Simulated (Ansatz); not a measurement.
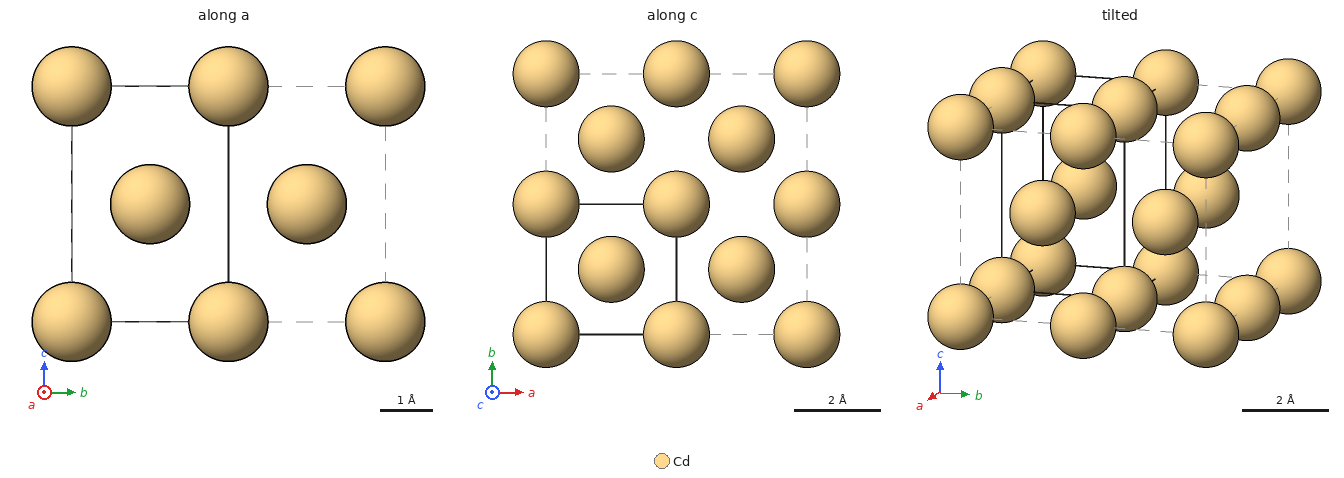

The crystal in a spheres-only representation, seen along the a axis, along the c axis and slightly off an axis. The solid frame is a single conventional unit cell within a 2×2×1 block. Cell: a = 3.043 Å, b = 3.043 Å, c = 4.569 Å, α = 90.00°, β = 90.00°, γ = 90.00°.

In words:

- The element is cadmium.
- The symmetry is that of I4/mmm (No. 139), on a body-centred tetragonal lattice.
- The cell holds two atoms.
- Around each Cd lie twelve Cd in a cuboctahedral arrangement at about 3.0 to 3.1 Å.

The structure comes from a structure listed in the Materials Project. The cell was then strained or its atoms displaced on purpose. It went into a calculation with Ansatz.
